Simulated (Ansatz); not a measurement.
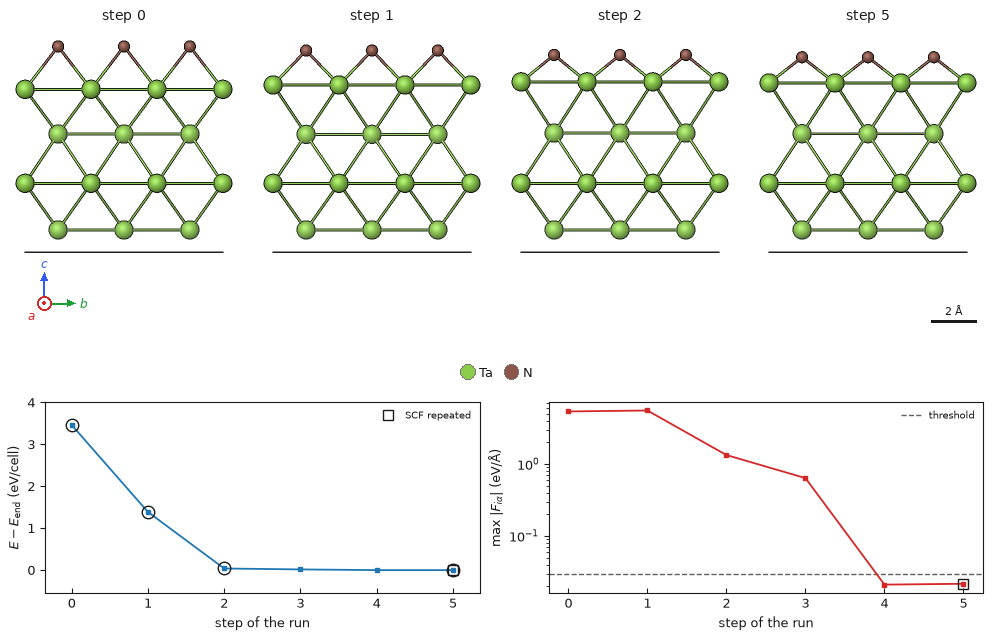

Frames of a constrained relaxation of a slab of composition Ta4N (cut from the Fm-3m phase), marked on the history of the run. A ball-and-stick model of the 2 × 3 repeat of the cell, outlined in the plane, without the vacuum, seen along the a axis.

Case: N put at a bridge Ta-Ta site. The slab is the (1 0 0) face of Ta with N on it. 2 atoms are held fixed.

Computed with DFT PBEsol, scalar-relativistic, plane waves, PAW (Ansatz 0.2.0). Settings: plane-wave cutoff 420 eV; k-point mesh 10 × 10 × 1; occupations gaussian; smearing width 0.1 eV; no spin polarisation; dipole correction; atoms relaxed in a fixed cell; force threshold 0.03 eV/Å; at most 70 steps.

### Describe the path.

The largest move is that of the N atom, 0.48 Å along the normal (−c). Largest moves by element: N 0.48 Å, Ta 0.29 Å. The cell doesn't change. Some distances before and after: N–Ta 2.422 → 1.872 Å, Ta–Ta 2.894 → 3.088 Å, Ta–Ta 3.040 → 3.050 Å. Bond angles that change, for instance: Ta–N–Ta 75.1° → 104.1°. After 4 accepted moves (5 points after the start) the energy has fallen by 3.463 eV per cell of the calculation. Largest force component: 5.4 eV/Å at the start, 0.022 eV/Å at the end. 1 step only repeated the SCF at the same geometry. The run took 40 s on 2 threads of Intel(R) Xeon(R) 6975P-C (Granite Rapids), on a shared host, peak memory 0.62 GiB. From step 0 to 1: a Ta atom moves most (0.20 Å), energy −2.076 eV per cell of the calculation. From step 1 to 2: the N atom moves most (0.20 Å), energy −1.348 eV per cell of the calculation. From step 2 to 5: the N atom moves most (0.10 Å), energy −38.6 meV per cell of the calculation.

Limits of the set-up: the cell has an odd number of electrons but was run without spin polarisation; the periodic images lie only 3.0 Å apart, so the values are limited by the cell's size.
